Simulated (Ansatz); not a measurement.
**Geometry relaxation, with input and output: Hf₃O₅ (charge −1) (part 4 of 4)**

Continued. System: Hf₃O₅ (defect cell, 24 atoms in the cell, total charge −1). Method: DFT PBEsol, scalar-relativistic, plane waves, PAW, spin-polarised (Ansatz 0.2.0); cutoff 420 eV, 2×2×2 k-mesh, Gaussian smearing of 0.01 eV, collinear spins. The structure derives from a Materials Project entry. It belongs to a series of runs on one base structure; here: Hf on a O site (f), charge -1, atoms relaxed at the host's cell.

Geometry of the input (Å; fractional positions):
```
-4.8301  -4.8301  0.0000
-4.8301  4.8301  0.0000
4.8301  0.0000  -6.4194
Hf 0.2440  0.2744  0.5139
Hf -0.0085  0.0198  -0.0027
Hf 0.7306  0.7497  0.5021
Hf 0.4791  0.4986  -0.0000
Hf 0.0407  0.6256  0.2503
Hf 0.8677  0.3872  0.7556
Hf 0.6680  0.1325  0.2509
Hf 0.3634  0.8822  0.7461
Hf 0.3511  0.8748  0.2498
O  0.8420  0.6833  0.7503
O  0.6183  0.4307  0.2511
O  0.3427  0.1840  0.7521
O  0.4098  0.7517  0.4804
O  0.1800  0.5225  0.0217
O  0.9550  0.2817  0.5185
O  0.6878  0.0141  -0.0164
O  0.0450  0.7328  0.5294
O  0.7663  0.4542  -0.0275
O  0.5447  0.2219  0.4826
O  0.3132  -0.0096  0.0193
O  0.1079  0.3248  0.2512
O  0.8804  0.0716  0.7376
O  0.6903  0.8168  0.2511
O  0.3934  0.5847  0.7644
```

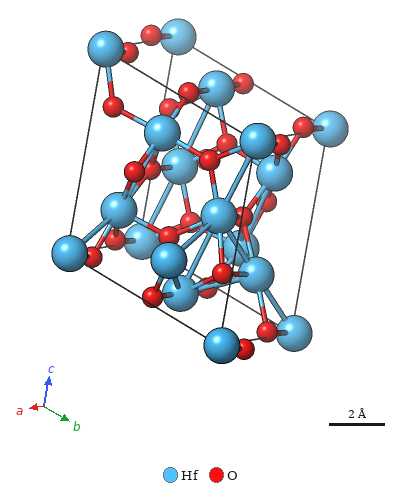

The geometry at step 8 of the log (ball-and-stick view of the cell of the calculation, seen at an oblique angle).

**Trajectory as extended XYZ, continued**
```
24
Lattice="-4.8301 -4.8301 0.0000 -4.8301 4.8301 0.0000 4.8301 0.0000 -6.4194" Properties=species:S:1:pos:R:3:forces:R:3 step=3 energy=-148813.64023
Hf   -0.0339    0.0989   -3.2439    0.0045  -0.0464   0.1279
Hf   -0.0528    0.1072   -0.0008    0.1514  -0.0380   0.0929
Hf   -4.7167    0.1078   -3.2205   -0.0039   0.0050  -0.0915
Hf   -4.7149    0.1108   -0.0191    0.0261  -0.0039   0.1558
Hf   -2.0250    2.8634   -1.6126    0.2073   0.0046   0.0168
Hf   -2.3951   -2.3100   -4.8437    0.0439  -0.0605   0.1546
Hf   -2.6511   -2.5991   -1.6089   -0.1723  -0.0714  -0.0330
Hf   -2.3960    2.5102   -4.7965    0.0742  -0.0139  -0.1654
Hf   -4.7262    2.5204   -1.6124    0.0456   0.1433   0.0039
O    -3.7319   -0.7695   -4.8132   -0.0775   0.0300  -0.0432
O    -3.8447   -0.9239   -1.6171    0.0153   0.0160   0.0208
O     1.0947   -0.7702   -4.8278   -0.0196  -0.0099  -0.0496
O    -3.2833    1.6588   -3.1055   -0.0856  -0.0383   0.0531
O    -3.2799    1.6620   -0.1210   -0.0948  -0.0411  -0.0488
O    -3.4766   -3.2670   -3.3464    0.0623   0.0857  -0.0933
O    -3.4742   -3.2653    0.1281   -0.0286  -0.0053   0.0482
O    -1.1984    3.3414   -3.3946   -0.0575  -0.0151   0.1049
O    -6.0289   -1.4829    0.1680   -0.0682  -0.0279  -0.0929
O    -1.3813   -1.5722   -3.1134    0.0544   0.0530  -0.0548
O    -1.3803   -1.5668   -0.1075    0.0075   0.0106   0.0380
O    -0.9120    1.0754   -1.6094   -0.0618   0.0265  -0.1127
O    -1.0300   -3.9029   -4.7531    0.0098   0.0189   0.0120
O    -6.0873    0.6021   -1.6172    0.0105  -0.0664   0.0077
O    -1.0231    0.9261   -4.8914   -0.0428   0.0433  -0.0504
24
Lattice="-4.8301 -4.8301 0.0000 -4.8301 4.8301 0.0000 4.8301 0.0000 -6.4194" Properties=species:S:1:pos:R:3:forces:R:3 step=4 energy=-148813.65199
Hf   -0.0215    0.0878   -3.2312    0.0215   0.0445   0.0704
Hf   -0.0212    0.0881    0.0044    0.0113   0.0339  -0.0817
Hf   -4.7109    0.1153   -3.2222   -0.1009   0.0083   0.0224
Hf   -4.7095    0.1172   -0.0063   -0.1014   0.0054  -0.0041
Hf   -2.0050    2.8346   -1.6106   -0.0782  -0.0230  -0.0092
Hf   -2.3745   -2.3168   -4.8323   -0.0303   0.0215   0.0149
Hf   -2.6678   -2.6095   -1.6124   -0.0232  -0.0052   0.0011
Hf   -2.3740    2.5151   -4.8119   -0.0411   0.0244  -0.0301
Hf   -4.7318    2.5263   -1.6142    0.1288   0.0610   0.0023
O    -3.7359   -0.7761   -4.8166   -0.0036  -0.0020   0.0063
O    -3.8417   -0.9139   -1.6138   -0.0048  -0.0009   0.0007
O     1.0960   -0.7725   -4.8305    0.0021  -0.0080  -0.0095
O    -3.3019    1.6712   -3.1195    0.0758  -0.0304   0.0541
O    -3.2973    1.6714   -0.1125    0.0557  -0.0244  -0.0369
O    -3.4808   -3.2559   -3.3597   -0.0483   0.0156  -0.0859
O    -3.4819   -3.2546    0.1350   -0.0424   0.0124   0.0844
O    -1.2102    3.3542   -3.3761    0.0133  -0.0588  -0.0516
O    -6.0399   -1.4729    0.1531    0.0075  -0.0638   0.0462
O    -1.3801   -1.5691   -3.1207    0.0497  -0.0104  -0.0308
O    -1.3810   -1.5688   -0.1075    0.0639  -0.0061   0.0370
O    -0.9449    1.0415   -1.6134    0.0069   0.0593  -0.0014
O    -1.0301   -3.9075   -4.7601    0.0294   0.0242   0.0112
O    -6.0751    0.6243   -1.6144   -0.0158  -0.1039   0.0049
O    -1.0276    0.9251   -4.8863    0.0245   0.0265  -0.0146
24
Lattice="-4.8301 -4.8301 0.0000 -4.8301 4.8301 0.0000 4.8301 0.0000 -6.4194" Properties=species:S:1:pos:R:3:forces:R:3 step=5 energy=-148813.66074
Hf   -0.0177    0.0936   -3.2243    0.0390   0.0565   0.0236
Hf   -0.0216    0.0939   -0.0016    0.0597   0.0639  -0.0254
Hf   -4.7198    0.1142   -3.2229    0.0029  -0.0646  -0.0665
Hf   -4.7195    0.1159   -0.0038   -0.0052  -0.0676   0.0700
Hf   -2.0133    2.8417   -1.6137    0.0527   0.0086  -0.0009
Hf   -2.3776   -2.3102   -4.8345   -0.0034  -0.0104   0.0369
Hf   -2.6701   -2.6107   -1.6134   -0.0414  -0.0725  -0.0055
Hf   -2.3796    2.5179   -4.8120    0.0120  -0.0186  -0.0216
Hf   -4.7294    2.5250   -1.6137   -0.0259  -0.0141   0.0012
O    -3.7338   -0.7704   -4.8167   -0.0401   0.0185   0.0147
O    -3.8371   -0.9134   -1.6130   -0.0445   0.0633   0.0018
O     1.0982   -0.7696   -4.8304   -0.0450   0.0180  -0.0192
O    -3.2932    1.6616   -3.1099   -0.0398   0.0083   0.0640
O    -3.2937    1.6643   -0.1163   -0.0370   0.0014  -0.0675
O    -3.4866   -3.2462   -3.3693   -0.0213   0.0024  -0.0384
O    -3.4867   -3.2483    0.1415   -0.0255   0.0081   0.0463
O    -1.2060    3.3465   -3.3825    0.0282  -0.0160   0.0293
O    -6.0352   -1.4835    0.1546    0.0342  -0.0083  -0.0289
O    -1.3723   -1.5732   -3.1233    0.0443   0.0027   0.0720
O    -1.3731   -1.5736   -0.1030    0.0425  -0.0022  -0.0731
O    -0.9415    1.0529   -1.6133   -0.0362  -0.0044  -0.0049
O    -1.0271   -3.9042   -4.7587    0.0110   0.0124  -0.0052
O    -6.0846    0.6065   -1.6133    0.0265  -0.0045  -0.0023
O    -1.0274    0.9241   -4.8857    0.0121   0.0194  -0.0004
24
Lattice="-4.8301 -4.8301 0.0000 -4.8301 4.8301 0.0000 4.8301 0.0000 -6.4194" Properties=species:S:1:pos:R:3:forces:R:3 step=6 energy=-148813.66492
Hf   -0.0114    0.1000   -3.2121    0.0355   0.0341  -0.0342
Hf   -0.0123    0.0994   -0.0105    0.0259   0.0397  -0.0043
Hf   -4.7257    0.1117   -3.2275    0.0899  -0.0709  -0.0449
Hf   -4.7275    0.1129    0.0037    0.0885  -0.0728   0.0366
Hf   -2.0151    2.8424   -1.6161    0.0374   0.0410   0.0122
Hf   -2.3748   -2.3049   -4.8336    0.0137  -0.0363  -0.0002
Hf   -2.6792   -2.6179   -1.6146   -0.0420  -0.1044  -0.0055
Hf   -2.3781    2.5229   -4.8146    0.0428  -0.0364   0.0231
Hf   -4.7302    2.5203   -1.6136   -0.0523   0.0034   0.0031
O    -3.7341   -0.7663   -4.8206    0.0015   0.0049   0.0038
O    -3.8362   -0.9098   -1.6121   -0.0289   0.0322  -0.0039
O     1.0972   -0.7675   -4.8278   -0.0182   0.0112   0.0143
O    -3.2919    1.6569   -3.1011   -0.0674   0.0502  -0.0309
O    -3.2958    1.6597   -0.1215   -0.0502   0.0406   0.0131
O    -3.4966   -3.2322   -3.3832    0.0381   0.0316  -0.0032
O    -3.4959   -3.2348    0.1531    0.0341   0.0416   0.0149
O    -1.1987    3.3375   -3.3831    0.0070   0.0239   0.0215
O    -6.0281   -1.4952    0.1520    0.0144   0.0362  -0.0201
O    -1.3633   -1.5768   -3.1194   -0.0368  -0.0274   0.0278
O    -1.3630   -1.5784   -0.1060   -0.0411  -0.0291  -0.0347
O    -0.9525    1.0550   -1.6138   -0.0101  -0.0800   0.0127
O    -1.0224   -3.9004   -4.7620   -0.0365  -0.0057  -0.0062
O    -6.0877    0.5946   -1.6127   -0.0116   0.0729  -0.0059
O    -1.0254    0.9259   -4.8824   -0.0337   0.0000   0.0109
24
Lattice="-4.8301 -4.8301 0.0000 -4.8301 4.8301 0.0000 4.8301 0.0000 -6.4194" Properties=species:S:1:pos:R:3:forces:R:3 step=7 energy=-148813.66952
Hf   -0.0087    0.1023   -3.2089    0.0310   0.0209  -0.0251
Hf   -0.0060    0.1006   -0.0131    0.0051   0.0269  -0.0184
Hf   -4.7226    0.1099   -3.2299    0.0660  -0.0482  -0.0377
Hf   -4.7248    0.1105    0.0071    0.0666  -0.0499   0.0126
Hf   -2.0132    2.8402   -1.6156    0.0138   0.0520   0.0127
Hf   -2.3708   -2.3059   -4.8333    0.0233  -0.0203   0.0021
Hf   -2.6854   -2.6262   -1.6148   -0.0291  -0.1011   0.0030
Hf   -2.3728    2.5246   -4.8146    0.0379  -0.0235   0.0048
Hf   -4.7319    2.5212   -1.6138   -0.0484  -0.0283   0.0029
O    -3.7323   -0.7657   -4.8242    0.0081   0.0095   0.0159
O    -3.8376   -0.9106   -1.6123   -0.0152   0.0345  -0.0028
O     1.0981   -0.7670   -4.8243   -0.0113   0.0218   0.0114
O    -3.2972    1.6625   -3.1028   -0.0348   0.0291  -0.0241
O    -3.3004    1.6636   -0.1211   -0.0258   0.0252   0.0102
O    -3.5003   -3.2255   -3.3900    0.0206   0.0175   0.0171
O    -3.4998   -3.2264    0.1604    0.0262   0.0287  -0.0095
O    -1.1953    3.3357   -3.3800    0.0070   0.0297   0.0102
O    -6.0252   -1.4970    0.1501    0.0119   0.0399  -0.0092
O    -1.3633   -1.5795   -3.1185   -0.0313  -0.0179   0.0430
O    -1.3622   -1.5813   -0.1078   -0.0331  -0.0150  -0.0459
O    -0.9626    1.0485   -1.6139   -0.0253  -0.0596   0.0188
O    -1.0233   -3.9021   -4.7639   -0.0267  -0.0213   0.0080
O    -6.0851    0.5965   -1.6129   -0.0134   0.0703  -0.0022
O    -1.0260    0.9260   -4.8817   -0.0233  -0.0192   0.0025
24
Lattice="-4.8301 -4.8301 0.0000 -4.8301 4.8301 0.0000 4.8301 0.0000 -6.4194" Properties=species:S:1:pos:R:3:forces:R:3 step=8 energy=-148813.67765
Hf   -0.0024    0.1100   -3.1944   -0.0514  -0.0535   0.0169
Hf    0.0097    0.1048   -0.0270   -0.0977  -0.0424  -0.0684
Hf   -4.7057    0.1028   -3.2396    0.0482   0.0459  -0.0016
Hf   -4.7084    0.1015    0.0176    0.0484   0.0518  -0.0501
Hf   -2.0101    2.8454   -1.6125   -0.0350  -0.0307  -0.0086
Hf   -2.3520   -2.3087   -4.8270    0.0384   0.0307  -0.0408
Hf   -2.7111   -2.6661   -1.6143    0.0009   0.0327   0.0176
Hf   -2.3504    2.5310   -4.8203    0.0143   0.0096   0.0216
Hf   -4.7381    2.5168   -1.6145    0.0868   0.0524  -0.0082
O    -3.7200   -0.7601   -4.8375    0.0262  -0.0047   0.0363
O    -3.8349   -0.9114   -1.6142   -0.0298  -0.0018   0.0119
O     1.1068   -0.7595   -4.8096    0.0280   0.0049  -0.0010
O    -3.3083    1.6820   -3.1116    0.0273  -0.0253  -0.0098
O    -3.3095    1.6787   -0.1176    0.0311  -0.0153   0.0172
O    -3.5172   -3.2019   -3.4110   -0.0071   0.0135   0.0684
O    -3.5177   -3.1976    0.1842    0.0145   0.0154  -0.0657
O    -1.1828    3.3342   -3.3718   -0.0507  -0.0098  -0.0298
O    -6.0140   -1.4969    0.1467   -0.0597  -0.0143   0.0379
O    -1.3679   -1.5904   -3.1024   -0.0164  -0.0268  -0.0876
O    -1.3649   -1.5921   -0.1269   -0.0191  -0.0120   0.0937
O    -1.0163    1.0250   -1.6125    0.0660   0.0110   0.0229
O    -1.0301   -3.9163   -4.7667    0.0097   0.0012   0.0113
O    -6.0731    0.6050   -1.6136   -0.0770  -0.0298   0.0071
O    -1.0302    0.9186   -4.8827    0.0039  -0.0015   0.0086
24
Lattice="-4.8301 -4.8301 0.0000 -4.8301 4.8301 0.0000 4.8301 0.0000 -6.4194" Properties=species:S:1:pos:R:3:forces:R:3 step=9 energy=-148813.68007
Hf   -0.0074    0.1038   -3.2028    0.0465   0.0096   0.0342
Hf   -0.0014    0.1010   -0.0216    0.0248   0.0137  -0.0562
Hf   -4.7081    0.1062   -3.2363   -0.0374   0.0065  -0.0011
Hf   -4.7096    0.1065    0.0113   -0.0322   0.0087  -0.0167
Hf   -2.0096    2.8436   -1.6128   -0.0186   0.0429   0.0000
Hf   -2.3588   -2.3093   -4.8295    0.0027  -0.0056  -0.0012
Hf   -2.7007   -2.6492   -1.6133   -0.0207  -0.1005  -0.0004
Hf   -2.3586    2.5260   -4.8171   -0.0053  -0.0139  -0.0050
Hf   -4.7343    2.5197   -1.6146    0.0060  -0.0197   0.0016
O    -3.7230   -0.7624   -4.8307    0.0080  -0.0028   0.0131
O    -3.8402   -0.9107   -1.6136    0.0133   0.0032   0.0045
O     1.1058   -0.7611   -4.8159    0.0089  -0.0011  -0.0019
O    -3.3038    1.6757   -3.1101    0.0163  -0.0121  -0.0029
O    -3.3038    1.6748   -0.1186    0.0110  -0.0089   0.0069
O    -3.5096   -3.2138   -3.3962   -0.0055   0.0520  -0.0492
O    -3.5098   -3.2116    0.1699   -0.0017   0.0474   0.0539
O    -1.1907    3.3385   -3.3752   -0.0134  -0.0061  -0.0212
O    -6.0216   -1.4910    0.1495   -0.0196  -0.0116   0.0235
O    -1.3681   -1.5885   -3.1098    0.0080  -0.0058  -0.0516
O    -1.3670   -1.5890   -0.1184    0.0118  -0.0021   0.0522
O    -0.9923    1.0327   -1.6124   -0.0017  -0.0021   0.0069
O    -1.0281   -3.9124   -4.7652    0.0054   0.0079   0.0053
O    -6.0801    0.6053   -1.6137   -0.0051  -0.0106   0.0023
O    -1.0280    0.9203   -4.8825   -0.0011   0.0097   0.0032
24
Lattice="-4.8301 -4.8301 0.0000 -4.8301 4.8301 0.0000 4.8301 0.0000 -6.4194" Properties=species:S:1:pos:R:3:forces:R:3 step=10 energy=-148813.68202
Hf   -0.0016    0.1052   -3.1972    0.0066  -0.0175  -0.0480
Hf    0.0021    0.1025   -0.0274   -0.0063  -0.0106   0.0290
Hf   -4.7101    0.1054   -3.2386    0.0061  -0.0110  -0.0072
Hf   -4.7118    0.1062    0.0133    0.0108  -0.0093  -0.0018
Hf   -2.0128    2.8470   -1.6138    0.0058   0.0186   0.0060
Hf   -2.3574   -2.3071   -4.8313    0.0041  -0.0200   0.0096
Hf   -2.7051   -2.6561   -1.6133   -0.0323  -0.0265  -0.0055
Hf   -2.3584    2.5262   -4.8159    0.0087  -0.0284  -0.0031
Hf   -4.7359    2.5164   -1.6145   -0.0044   0.0206   0.0037
O    -3.7199   -0.7593   -4.8314   -0.0033   0.0097   0.0013
O    -3.8387   -0.9103   -1.6131    0.0020  -0.0104   0.0018
O     1.1096   -0.7583   -4.8152   -0.0084   0.0124   0.0057
O    -3.3033    1.6729   -3.1072    0.0059   0.0011  -0.0041
O    -3.3042    1.6734   -0.1197    0.0027  -0.0026   0.0000
O    -3.5147   -3.2040   -3.4023   -0.0019   0.0064   0.0174
O    -3.5146   -3.2037    0.1754   -0.0017   0.0068  -0.0106
O    -1.1912    3.3376   -3.3762   -0.0039   0.0071   0.0090
O    -6.0219   -1.4923    0.1491   -0.0049   0.0060  -0.0096
O    -1.3635   -1.5933   -3.1143    0.0128   0.0110   0.0154
O    -1.3633   -1.5940   -0.1132    0.0178   0.0118  -0.0176
O    -0.9946    1.0342   -1.6123   -0.0068   0.0008   0.0035
O    -1.0261   -3.9118   -4.7673   -0.0060  -0.0013  -0.0021
O    -6.0843    0.5986   -1.6135    0.0078   0.0207  -0.0008
O    -1.0270    0.9191   -4.8794   -0.0094   0.0039   0.0080
24
Lattice="-4.8301 -4.8301 0.0000 -4.8301 4.8301 0.0000 4.8301 0.0000 -6.4194" Properties=species:S:1:pos:R:3:forces:R:3 step=11 energy=-148813.68240
Hf   -0.0015    0.1044   -3.1998   -0.0083  -0.0100   0.0113
Hf    0.0018    0.1022   -0.0262   -0.0163  -0.0030  -0.0166
Hf   -4.7077    0.1048   -3.2388    0.0006   0.0024  -0.0017
Hf   -4.7091    0.1055    0.0129    0.0031   0.0031  -0.0106
Hf   -2.0116    2.8485   -1.6129    0.0135  -0.0109  -0.0025
Hf   -2.3561   -2.3086   -4.8297    0.0080  -0.0001  -0.0083
Hf   -2.7088   -2.6614   -1.6132    0.0128   0.0026   0.0017
Hf   -2.3563    2.5251   -4.8168    0.0073  -0.0101   0.0087
Hf   -4.7344    2.5189   -1.6144   -0.0324  -0.0290  -0.0001
O    -3.7188   -0.7588   -4.8315   -0.0040   0.0068   0.0038
O    -3.8404   -0.9132   -1.6133    0.0015   0.0023   0.0029
O     1.1109   -0.7577   -4.8151   -0.0081   0.0125   0.0016
O    -3.3024    1.6739   -3.1082   -0.0031  -0.0032   0.0024
O    -3.3030    1.6739   -0.1194   -0.0034  -0.0031  -0.0025
O    -3.5178   -3.2018   -3.4029   -0.0039   0.0023   0.0073
O    -3.5177   -3.2012    0.1768   -0.0017   0.0019  -0.0069
O    -1.1919    3.3391   -3.3754    0.0032   0.0105  -0.0064
O    -6.0229   -1.4903    0.1496    0.0025   0.0080   0.0072
O    -1.3637   -1.5942   -3.1126    0.0063   0.0010   0.0079
O    -1.3630   -1.5949   -0.1151    0.0083   0.0034  -0.0077
O    -0.9973    1.0326   -1.6127    0.0101   0.0079   0.0035
O    -1.0276   -3.9132   -4.7664    0.0041  -0.0001   0.0049
O    -6.0815    0.6027   -1.6138   -0.0022   0.0041   0.0017
O    -1.0277    0.9186   -4.8806    0.0023   0.0011  -0.0017
24
Lattice="-4.8301 -4.8301 0.0000 -4.8301 4.8301 0.0000 4.8301 0.0000 -6.4194" Properties=species:S:1:pos:R:3:forces:R:3 step=12 energy=-148813.68251
Hf   -0.0017    0.1034   -3.2000    0.0045  -0.0112   0.0030
Hf    0.0006    0.1020   -0.0265   -0.0013  -0.0076  -0.0060
Hf   -4.7074    0.1048   -3.2387   -0.0031  -0.0017  -0.0026
Hf   -4.7085    0.1056    0.0122   -0.0015  -0.0022  -0.0025
Hf   -2.0108    2.8484   -1.6130   -0.0079  -0.0019  -0.0008
Hf   -2.3562   -2.3087   -4.8297    0.0000  -0.0005  -0.0033
Hf   -2.7088   -2.6617   -1.6130    0.0039  -0.0004   0.0006
Hf   -2.3563    2.5243   -4.8165   -0.0005  -0.0078   0.0017
Hf   -4.7358    2.5168   -1.6143    0.0206   0.0171   0.0001
O    -3.7191   -0.7583   -4.8315    0.0040  -0.0023  -0.0020
O    -3.8403   -0.9137   -1.6133   -0.0003   0.0069   0.0017
O     1.1108   -0.7572   -4.8151    0.0025   0.0005   0.0051
O    -3.3025    1.6736   -3.1080    0.0054   0.0003  -0.0004
O    -3.3028    1.6737   -0.1197    0.0046   0.0012   0.0008
O    -3.5185   -3.2017   -3.4021    0.0000   0.0035  -0.0037
O    -3.5184   -3.2013    0.1763    0.0013   0.0032   0.0029
O    -1.1925    3.3404   -3.3759   -0.0043  -0.0011  -0.0050
O    -6.0234   -1.4889    0.1500   -0.0050  -0.0032   0.0054
O    -1.3635   -1.5945   -3.1121   -0.0046  -0.0010  -0.0008
O    -1.3628   -1.5951   -0.1154   -0.0050   0.0005   0.0015
O    -0.9949    1.0340   -1.6129   -0.0027   0.0065   0.0020
O    -1.0273   -3.9128   -4.7661   -0.0010   0.0033   0.0002
O    -6.0818    0.6029   -1.6138   -0.0049  -0.0072   0.0011
O    -1.0271    0.9188   -4.8805   -0.0045   0.0053   0.0012
```

**Summary**

| quantity | value |
| --- | --- |
| outcome | converged |
| electrons treated | 325 |
| free energy | −148813.6825 eV |
| Fermi energy | 17.334 eV |
| gap on the k-point mesh | 0.09 eV |
| net moment of the cell | 0.75 μB |
| integrated absolute moment | 0.81 μB |
| final volume | 299.53 Å³ |
| largest force (length of the vector) at the end | 0.027 eV/Å |
| hardware | 4 threads of AMD EPYC (Zen 3), 32 GiB of memory available, shared host |
| wall time | 5.5 min (CPU time 21 min) |
| peak memory | 1.9 GiB |

**Remarks**

The cell is charged and computed with a neutralising background, so its energy and pressure depend on the cell and aren't those of a real crystal. So coarse a mesh can miss the band edges, so the true gap of this method can be much smaller, or zero. Spin–orbit coupling is left out, which matters for Hf. The k-point mesh is coarse for a cell of this size, so the results may not be converged.
